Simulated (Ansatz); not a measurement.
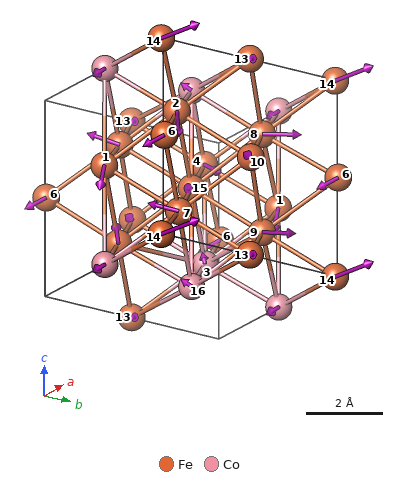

This is a relaxation of crystalline Fe$_{13}$Co$_{3}$ (a generated structure, set up in P1) (coarse preliminary run). The starting structure is drawn; purple arrows show the displacements (the part carried along by the change of the cell is left out), 20 times their true length.

Style: ball-and-stick. Shown: the cell of the calculation, from a free direction.

Case: Co and Fe exchanged on 2 pairs of sites drawn at random in a supercell of the crystal.

All numbers below come from Ansatz 0.2.0, DFT PBEsol, scalar-relativistic, plane waves, PAW.

The input:
```yaml
crystal:
  lattice:
    - [5.6011226238, 0.0, 0.0]
    - [0.0, 5.6011226238, 0.0]
    - [0.0, 0.0, 5.5953064389]
  atoms:
    - { symbol: Fe, position: [0.4992759054, 0.0018789497, 0.5081790277], spin: 2.48 }
    - { symbol: Fe, position: [0.7553984537, 0.2455134808, 0.7564960705], spin: 2.72 }
    - { symbol: Co, position: [0.2503910554, 0.7502890582, 0.2492393711], spin: 1.99 }
    - { symbol: Fe, position: [0.2437037828, 0.7507986902, 0.7572302351], spin: 2.72 }
    - { symbol: Fe, position: [0.2557536111, 0.2560705763, 0.7479488588], spin: 2.72 }
    - { symbol: Fe, position: [0.004479592, 0.0039302232, 0.5038134142], spin: 2.5 }
    - { symbol: Fe, position: [0.7561993745, 0.2554141824, 0.2491099866], spin: 2.72 }
    - { symbol: Fe, position: [0.7447721223, 0.7423524972, 0.7519145075], spin: 2.72 }
    - { symbol: Fe, position: [0.7475443296, 0.7413490283, 0.2496356628], spin: 2.72 }
    - { symbol: Fe, position: [0.0004728303, 0.5032578804, 0.500374714], spin: 2.48 }
    - { symbol: Co, position: [0.5063256515, 0.0003268105, 0.0014803611], spin: 1.98 }
    - { symbol: Fe, position: [0.256587716, 0.2473657158, 0.243051523], spin: 2.72 }
    - { symbol: Fe, position: [0.0026208107, 0.4972912029, 0.0005107776], spin: 2.46 }
    - { symbol: Fe, position: [0.9898628269, 0.9960220822, 0.0006362351], spin: 2.72 }
    - { symbol: Fe, position: [0.5047191279, 0.4998828524, 0.4995214298], spin: 2.46 }
    - { symbol: Co, position: [0.5025692802, 0.5019488752, 0.9991021367], spin: 1.94 }
  symmetry: { detect: false }
basis:
  ecutwfc: 420
kpoints:
  mp_grid: { grid: [3, 3, 3], shift: [0.0, 0.0, 0.0] }
hamiltonian:
  xc: pbesol
scf:
  occupations: { method: gaussian, width: 0.1 }
  lower_state_search: "off"
output:
  forces: true
  stress: true
  eigenvalues: true
  populations: true
magnetization:
  spin_polarized: true
relax:
  adjacent_minimum: "off"
  f_tol: 0.04
  max_steps: 50
  cell: { stress_tol: 0.3 }
```

Launched with:
```bash
ansatz run input.yaml --threads 4 --pin off --max-ram 9216MiB --backend cpu --events-out ev --progress --plain --runs-dir out
```

### Which element moves most?

Iron: up to 0.069 Å, against 0.027 Å for cobalt.

### What did the optimiser do to the structure, and how much energy did it gain?

After 2 accepted moves (3 points after the start) the energy has fallen by 10.1 meV per atom. Largest force component: 0.74 eV/Å at the start, 0.0099 eV/Å at the end. Pressure: −0.87 GPa at the start and 0.04 GPa at the end. The SCF was repeated once at an unchanged geometry on a basis and grid sized afresh for the cell, which shifted the energy by less than 0.05 meV per atom at most. The atom that moves furthest relative to the cell is Fe14 (0.069 Å along [3 1 0]). Largest moves by element: Fe 0.069 Å, Co 0.027 Å. The drawn cell changes as follows: a 5.601 → 5.602 Å (0.0 %), b 5.601 → 5.554 Å (−0.8 %), c 5.595 → 5.606 Å (+0.2 %); the volume changes by −0.6 %. Among the contacts that change: Fe5–Fe14 2.518 → 2.419 Å, Co11–Fe14 2.708 → 2.802 Å, Co11–Fe14 (another image) 2.893 → 2.800 Å, Fe6–Fe9 2.501 → 2.426 Å. The space group (tolerance 0.01 Å) goes from P1 (No. 1) to Amm2 (No. 38).

Limits of the set-up: the k-point mesh is coarse for a cell with partly filled bands.
